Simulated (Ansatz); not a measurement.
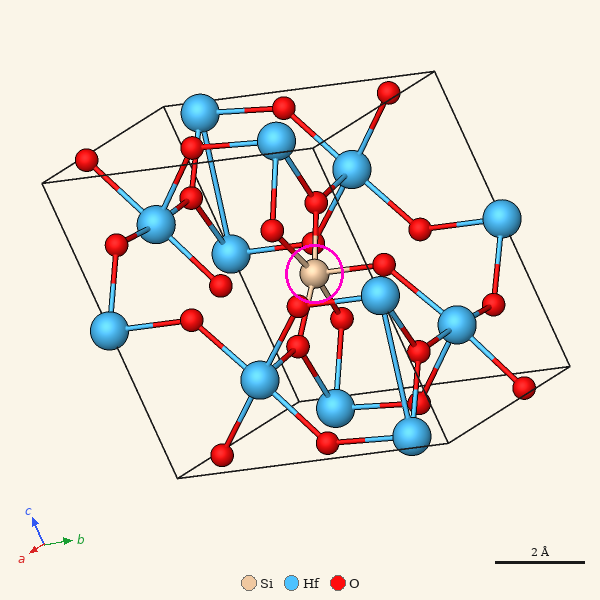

View from a general direction, drawn as a ball-and-stick model. The supercell is drawn as a box. The host is HfO2, in a cell of 24 sites, and the cell is neutral. A ring marks the defect's site.

Q: Identify the point defect.

A: Silicon on a hafnium site (a substitutional impurity). It is bonded to five O in a distorted square pyramidal arrangement at about 1.8 Å. Not all metal-metal contacts are counted.

The atoms were relaxed in the host's cell with Ansatz, DFT PBEsol, scalar-relativistic, plane waves, PAW.
